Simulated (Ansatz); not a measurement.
## Geometry relaxation, with input and output: BN (part 1 of 2)

BN (P-6m2, 4 atoms in the cell), computed with DFT PBE+D3(BJ), scalar-relativistic, plane waves, PAW, no spin polarisation (Ansatz 0.2.0).

The structure derives from an entry of the Crystallography Open Database.

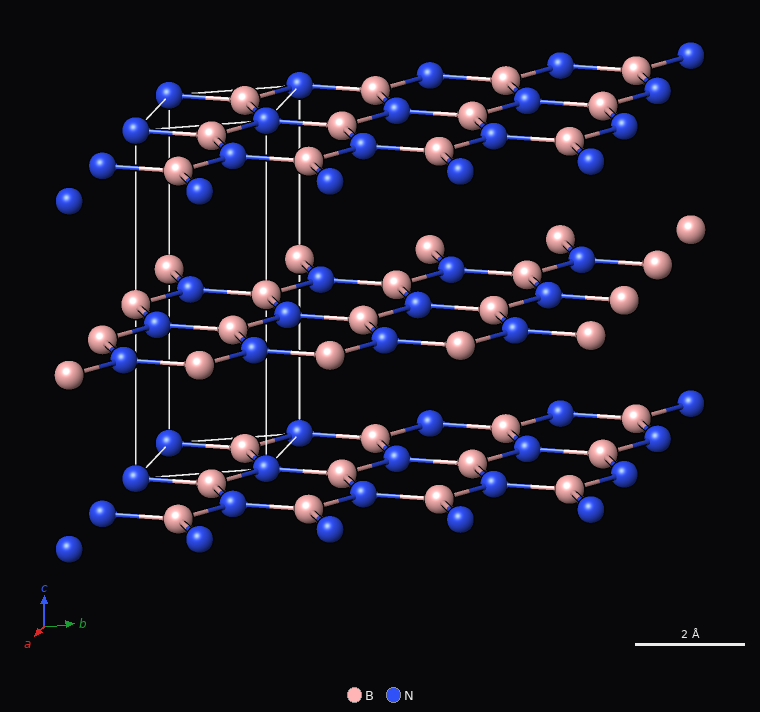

The starting structure (ball-and-stick view of the cell of the calculation, repeated 3 × 4 × 1, seen slightly off an axis).

## Input file
```yaml
crystal:
  lattice:
    - [2.5099983704, 0.0, 0.0]
    - [-1.2549991852, 2.1737223522, 0.0]
    - [0.0, 0.0, 6.69]
  atoms:
    - { symbol: B, position: [0.0, 0.0, 0.5] }
    - { symbol: B, position: [0.3333333333, 0.6666666667, 0.0] }
    - { symbol: "N", position: [0.0, 0.0, 0.0] }
    - { symbol: "N", position: [0.6666666667, 0.3333333333, 0.5] }
basis:
  ecutwfc: 420
kpoints:
  mp_grid: { grid: [12, 12, 4] }
hamiltonian:
  xc: pbe
  dispersion: d3bj
scf:
  occupations: { method: gaussian, width: 0.02 }
output:
  forces: true
  stress: true
  eigenvalues: true
relax:
  adjacent_minimum: "off"
  f_tol: 0.005
  max_steps: 80
  cell: { stress_tol: 0.05 }
```

Hardware: 2 threads of Arm Neoverse V1, 24 GiB of memory available, shared host.

Launched with:
```bash
ansatz run input.yaml --threads 2 --pin off --max-ram 4096MiB --backend cpu --events-out ev --progress --plain --runs-dir out
```

## The program's output
```
Engine: ansatz 0.2.0, aarch64-unknown-linux-gnu
Pseudopotentials: kind: paw
Pseudopotential: B, paw, valence charge 3, recommended cutoff 420 eV (normal), B.paw.azcp
Pseudopotential: N, paw, valence charge 5, recommended cutoff 420 eV (normal), N.paw.azcp
Functional definition: PBE
  parameter kappa = 0.804
  parameter beta = 0.06672455060314922
  exchange = pbe_x(kappa = kappa, mu = beta*pi^2/3)
  correlation = pbe_c(beta = beta)
Crystal: 4 atoms, lattice volume = 36.501 Å³
Basis set: ecut = 420 eV, 713 PW (Γ), exchange–correlation on 36×36×90 points (8 copies of the dense FFT grid, shifted against one another)
Bands: 12, of which v1, the nominal top of the filled ones, is band 8 counted from 1 (7 counted from 0)
Symmetry: 12 space group operations
Space group: P-6m2 (ITA 187), of the structure as read, at distance tolerance 3.3e-5 Å
k-points: 57 of 576 (time reversal used)
Non-local potential: B, projectors of the file, l = 0: 2, l = 1: 2, l = 2: 1
Non-local potential: N, projectors of the file, l = 0: 2, l = 1: 2, l = 2: 1
PAW form: soft (Blöchl's): semilocal exchange-correlation on the pseudo side does not see the compensation charge
PAW one-centre angular grid: B, 110 points (default); XC on 64 Gauss nodes
PAW one-centre angular grid: N, 110 points (default); XC on 64 Gauss nodes
Initial density: superposition of atomic densities (neutral atoms: chi_scale 0, normalization atom), corrected by the library's trained network
Initial wavefunctions: pseudopotential atomic-orbital guess
Functional: x = pbe(κ = 0.804, μ = 0.2195149727645171), c = pbe(β = 0.06672455060314922)
SCF iter   1: F=—  HF=-1085.370862 eV  |F-HF|=—  |Δ(HF+E_count)|=         —  Δρ=1.82e-3  dr2=4.64e-4  ethr=1.77e-3  ⟨swp⟩=6.1  Hψ=4219  notcnv=0
preconditioner: auto → none  [insulator: Δε(μ)=4.375 eV  Ē_g=15.767 eV  σ=0.020 eV  W_gap=1.00  n_scr=4 (ndim 8)  ℏωp=24.6 eV  f_vac=0.003  D(μ)=0.00/eV (n_scr^D=0)  ε∞_Penn≈3.4]
SCF iter   2: F=—  HF=-1085.371926 eV  |F-HF|=—  |Δ(HF+E_count)|=   1.06e-3  Δρ=8.52e-4  dr2=7.44e-5  ethr=2.90e-6  ⟨swp⟩=2.1  Hψ=1752  notcnv=0
SCF iter   3: F=—  HF=-1085.372207 eV  |F-HF|=—  |Δ(HF+E_count)|=   2.81e-4  Δρ=4.30e-4  dr2=1.42e-5  ethr=4.65e-7  ⟨swp⟩=2.0  Hψ=1160  notcnv=0
SCF iter   4: F=—  HF=-1085.372328 eV  |F-HF|=—  |Δ(HF+E_count)|=   1.20e-4  Δρ=3.28e-5  dr2=1.43e-7  ethr=8.86e-8  ⟨swp⟩=2.0  Hψ=1222  notcnv=0
iter 5 did not close the SCF: its close was put off for the readings that it lacked (scf_convergence_deferred on its scf_iter line)
SCF iter   5: F=-1085.372328 eV  HF=-1085.372328 eV  |F-HF|=1.29e-8  |Δ(HF+E_count)|=   7.92e-7  Δρ=1.25e-5  dr2=3.83e-8  ethr=8.93e-10  ⟨swp⟩=2.0  Hψ=1132  notcnv=0
SCF iter   6: F=-1085.372328 eV  HF=-1085.372328 eV  |F-HF|=6.78e-9  |Δ(HF+E_count)|=   2.39e-8  Δρ=3.90e-6  dr2=3.37e-9  ethr=2.39e-10  ⟨swp⟩=2.2  Hψ=2523  notcnv=0
SCF 1 converged in 6 iterations: F = -1085.372328 eV  dr2 = 3.37e-9
  greatest PAW one-centre occupation: 0.797 electrons in one spin orbital (limit 2), on the N atom at site 2 (counted from 0), in its partial waves of l = 0
relax step   1: F+E_penalty+E_count = -1085.37232836 eV  Δ(F+E_penalty+E_count) = +0.000e0 eV  max|allowed force component| = 6.754e-16 eV/Å  Δτ_max = 0.0000 Å  P = -1.200 GPa  Ω = 36.501 Å³  (6 SCF iters, dr2 threshold 1.00e-7 eV, accepted)
Crystal: 4 atoms, lattice volume = 36.134 Å³
Initial density: handed on by an earlier stage of this run
Initial wavefunctions: those handed on with the density
iter 1 solved again at ethr=8.22e-6 eV; its pass at ethr=3.10e-3 eV (dr2=1.32e-3 eV) is discarded
SCF iter   1: F=—  HF=-1085.375018 eV  |F-HF|=—  |Δ(HF+E_count)|=         —  Δρ=1.48e-3  dr2=1.10e-3  ethr=8.22e-6  ⟨swp⟩=2.1  Hψ=5205  notcnv=0
preconditioner: auto → none  [insulator: Δε(μ)=4.373 eV  Ē_g=15.819 eV  σ=0.020 eV  W_gap=1.00  n_scr=4 (ndim 8)  ℏωp=24.7 eV  f_vac=0.000  D(μ)=0.00/eV (n_scr^D=0)  ε∞_Penn≈3.4]
SCF iter   2: F=—  HF=-1085.374742 eV  |F-HF|=—  |Δ(HF+E_count)|=   2.77e-4  Δρ=7.11e-4  dr2=1.30e-4  ethr=6.86e-6  ⟨swp⟩=2.0  Hψ=1175  notcnv=0
SCF iter   3: F=—  HF=-1085.374722 eV  |F-HF|=—  |Δ(HF+E_count)|=   1.95e-5  Δρ=2.18e-4  dr2=1.89e-5  ethr=8.12e-7  ⟨swp⟩=2.3  Hψ=1120  notcnv=0
SCF iter   4: F=—  HF=-1085.374726 eV  |F-HF|=—  |Δ(HF+E_count)|=   3.51e-6  Δρ=6.14e-5  dr2=6.42e-7  ethr=1.18e-7  ⟨swp⟩=2.9  Hψ=1163  notcnv=0
SCF iter   5: F=-1085.374726 eV  HF=-1085.374726 eV  |F-HF|=9.94e-9  |Δ(HF+E_count)|=   7.37e-7  Δρ=7.05e-6  dr2=1.46e-8  ethr=2.50e-9  ⟨swp⟩=5.4  Hψ=3472  notcnv=0
SCF 2 converged in 5 iterations: F = -1085.374726 eV  dr2 = 1.46e-8
relax step   2: F+E_penalty+E_count = -1085.37472623 eV  Δ(F+E_penalty+E_count) = -2.398e-3 eV  max|allowed force component| = 5.019e-16 eV/Å  Δτ_max = 0.0000 Å  P = -0.416 GPa  Ω = 36.134 Å³  energy of the carried Pulay correction = +1.474e-3 eV  (5 SCF iters, dr2 threshold 4.00e-7 eV, accepted)
Crystal: 4 atoms, lattice volume = 36.008 Å³
iter 1 solved again at ethr=1.17e-6 eV; its pass at ethr=3.10e-3 eV (dr2=1.87e-4 eV) is discarded
SCF iter   1: F=—  HF=-1085.375373 eV  |F-HF|=—  |Δ(HF+E_count)|=         —  Δρ=5.80e-4  dr2=1.63e-4  ethr=1.17e-6  ⟨swp⟩=2.7  Hψ=5100  notcnv=0
preconditioner: auto → none  [insulator: Δε(μ)=4.366 eV  Ē_g=15.830 eV  σ=0.020 eV  W_gap=1.00  n_scr=4 (ndim 8)  ℏωp=24.8 eV  f_vac=0.001  D(μ)=0.00/eV (n_scr^D=0)  ε∞_Penn≈3.4]
SCF iter   2: F=—  HF=-1085.375322 eV  |F-HF|=—  |Δ(HF+E_count)|=   5.10e-5  Δρ=2.65e-4  dr2=1.81e-5  ethr=1.02e-6  ⟨swp⟩=2.0  Hψ=1050  notcnv=0
SCF iter   3: F=—  HF=-1085.375319 eV  |F-HF|=—  |Δ(HF+E_count)|=   3.26e-6  Δρ=7.68e-5  dr2=2.42e-6  ethr=1.13e-7  ⟨swp⟩=2.3  Hψ=1125  notcnv=0
SCF iter   4: F=-1085.375319 eV  HF=-1085.375319 eV  |F-HF|=7.47e-8  |Δ(HF+E_count)|=   1.96e-7  Δρ=2.12e-5  dr2=7.52e-8  ethr=2.50e-9  ⟨swp⟩=5.9  Hψ=3489  notcnv=0
SCF 3 converged in 4 iterations: F = -1085.375319 eV  dr2 = 7.52e-8
relax step   3: F+E_penalty+E_count = -1085.37531909 eV  Δ(F+E_penalty+E_count) = -5.929e-4 eV  max|allowed force component| = 3.400e-16 eV/Å  Δτ_max = 0.0000 Å  P = -0.009 GPa  Ω = 36.008 Å³  energy of the carried Pulay correction = +1.975e-3 eV  (4 SCF iters, dr2 threshold 4.00e-7 eV, accepted)
Initial wavefunctions: pseudopotential atomic-orbital guess (no wavefunctions were taken with the density)
iter 1 solved again at ethr=1.38e-7 eV; its pass at ethr=3.10e-3 eV (dr2=2.20e-5 eV) is discarded
SCF iter   1: F=—  HF=-1085.373430 eV  |F-HF|=—  |Δ(HF+E_count)|=         —  Δρ=9.80e-5  dr2=5.37e-7  ethr=1.38e-7  ⟨swp⟩=3.1  Hψ=5957  notcnv=0
preconditioner: auto → none  [insulator: Δε(μ)=4.361 eV  Ē_g=15.826 eV  σ=0.020 eV  W_gap=1.00  n_scr=4 (ndim 8)  ℏωp=24.8 eV  f_vac=0.001  D(μ)=0.00/eV (n_scr^D=0)  ε∞_Penn≈3.4]
SCF iter   2: F=—  HF=-1085.373424 eV  |F-HF|=—  |Δ(HF+E_count)|=   5.60e-6  Δρ=4.66e-5  dr2=1.30e-7  ethr=3.36e-9  ⟨swp⟩=2.1  Hψ=1067  notcnv=0
SCF iter   3: F=—  HF=-1085.373425 eV  |F-HF|=—  |Δ(HF+E_count)|=   5.08e-7  Δρ=1.56e-5  dr2=4.26e-8  ethr=8.11e-10  ⟨swp⟩=2.0  Hψ=1140  notcnv=0
SCF iter   4: F=—  HF=-1085.373425 eV  |F-HF|=—  |Δ(HF+E_count)|=   1.54e-8  Δρ=2.08e-6  dr2=3.36e-10  ethr=2.66e-10  ⟨swp⟩=2.0  Hψ=1095  notcnv=0
SCF iter   5: F=-1085.373425 eV  HF=-1085.373425 eV  |F-HF|=2.00e-11  |Δ(HF+E_count)|=   1.48e-9  Δρ=3.59e-7  dr2=1.61e-11  ethr=1.00e-12  ⟨swp⟩=4.8  Hψ=2436  notcnv=0
SCF 4 converged in 5 iterations: F = -1085.373425 eV  dr2 = 1.61e-11
relax step   4: F+E_penalty+E_count = -1085.37342465 eV  Δ(F+E_penalty+E_count) = +1.894e-3 eV  max|allowed force component| = 3.354e-16 eV/Å  Δτ_max = 0.0000 Å  P = -0.095 GPa  Ω = 36.008 Å³  stress off target by 1.30e-1 GPa  SCF on the basis re-selected at this cell (its energy is not comparable with the rows above)  (5 SCF iters)
basis re-selected at this cell: Δ(F+E_penalty+E_count) = +1.894e-3 eV, ΔP = -0.086 GPa vs the last step (what re-selecting the basis moved, of the pressure what is left beyond the Pulay correction that the steps carried, after the strain that the cell walked since its last selection, with what the two solves' SCF thresholds leave and, on support functions, any second-order correction that the steps lacked; it is no measure of the basis error at this ecutwfc). This SCF's stress stands 1.30e-1 GPa from its target on what of the cell is left free (relax.cell.stress_tol is 5.00e-2 GPa) and its largest allowed force component is 3.35e-16 eV/Å (relax.f_tol is 5.00e-3 eV/Å): not within both, so this SCF does not close the relaxation
Crystal: 4 atoms, lattice volume = 35.884 Å³
iter 1 solved again at ethr=7.64e-7 eV; its pass at ethr=3.10e-3 eV (dr2=1.22e-4 eV) is discarded
SCF iter   1: F=—  HF=-1085.374004 eV  |F-HF|=—  |Δ(HF+E_count)|=         —  Δρ=4.30e-4  dr2=9.35e-5  ethr=7.64e-7  ⟨swp⟩=2.0  Hψ=5151  notcnv=0
preconditioner: auto → none  [insulator: Δε(μ)=4.362 eV  Ē_g=15.836 eV  σ=0.020 eV  W_gap=1.00  n_scr=4 (ndim 8)  ℏωp=24.8 eV  f_vac=0.000  D(μ)=0.00/eV (n_scr^D=0)  ε∞_Penn≈3.5]
SCF iter   2: F=—  HF=-1085.373983 eV  |F-HF|=—  |Δ(HF+E_count)|=   2.09e-5  Δρ=2.23e-4  dr2=1.24e-5  ethr=5.84e-7  ⟨swp⟩=2.0  Hψ=1031  notcnv=0
SCF iter   3: F=—  HF=-1085.373983 eV  |F-HF|=—  |Δ(HF+E_count)|=   4.43e-8  Δρ=7.69e-5  dr2=2.06e-6  ethr=7.77e-8  ⟨swp⟩=2.4  Hψ=1125  notcnv=0
SCF iter   4: F=—  HF=-1085.373984 eV  |F-HF|=—  |Δ(HF+E_count)|=   7.92e-7  Δρ=1.93e-5  dr2=6.15e-8  ethr=1.29e-8  ⟨swp⟩=2.8  Hψ=1155  notcnv=0
SCF iter   5: F=-1085.373984 eV  HF=-1085.373984 eV  |F-HF|=2.76e-10  |Δ(HF+E_count)|=   7.83e-8  Δρ=1.53e-6  dr2=6.73e-10  ethr=2.63e-10  ⟨swp⟩=4.9  Hψ=3239  notcnv=0
SCF 5 converged in 5 iterations: F = -1085.373984 eV  dr2 = 6.73e-10
relax step   5: F+E_penalty+E_count = -1085.37398408 eV  Δ(F+E_penalty+E_count) = -5.594e-4 eV  max|allowed force component| = 1.897e-16 eV/Å  Δτ_max = 0.0000 Å  P = -0.008 GPa  Ω = 35.884 Å³  energy of the carried Pulay correction = +5.080e-4 eV  (5 SCF iters, dr2 threshold 4.20e-8 eV, accepted)
iter 1 solved again at ethr=1.28e-7 eV; its pass at ethr=3.10e-3 eV (dr2=2.05e-5 eV) is discarded
SCF iter   1: F=—  HF=-1085.373590 eV  |F-HF|=—  |Δ(HF+E_count)|=         —  Δρ=2.25e-5  dr2=2.56e-8  ethr=1.28e-7  ⟨swp⟩=3.1  Hψ=5979  notcnv=0
preconditioner: auto → none  [insulator: Δε(μ)=4.358 eV  Ē_g=15.834 eV  σ=0.020 eV  W_gap=1.00  n_scr=4 (ndim 8)  ℏωp=24.8 eV  f_vac=0.001  D(μ)=0.00/eV (n_scr^D=0)  ε∞_Penn≈3.5]
SCF iter   2: F=—  HF=-1085.373583 eV  |F-HF|=—  |Δ(HF+E_count)|=   6.49e-6  Δρ=1.09e-5  dr2=6.31e-9  ethr=1.60e-10  ⟨swp⟩=2.0  Hψ=1145  notcnv=0
SCF iter   3: F=—  HF=-1085.373583 eV  |F-HF|=—  |Δ(HF+E_count)|=   3.75e-8  Δρ=4.55e-6  dr2=1.16e-9  ethr=3.95e-11  ⟨swp⟩=2.0  Hψ=1054  notcnv=0
SCF iter   4: F=-1085.373583 eV  HF=-1085.373583 eV  |F-HF|=7.05e-11  |Δ(HF+E_count)|=   7.86e-9  Δρ=4.00e-7  dr2=1.72e-11  ethr=1.00e-12  ⟨swp⟩=3.1  Hψ=3011  notcnv=0
SCF 6 converged in 4 iterations: F = -1085.373583 eV  dr2 = 1.72e-11
relax step   6: F+E_penalty+E_count = -1085.37358328 eV  Δ(F+E_penalty+E_count) = +4.008e-4 eV  max|allowed force component| = 1.943e-16 eV/Å  Δτ_max = 0.0000 Å  P = -0.019 GPa  Ω = 35.884 Å³  stress off target by 3.97e-2 GPa  SCF on the basis re-selected at this cell (its energy is not comparable with the rows above)  (4 SCF iters)
```
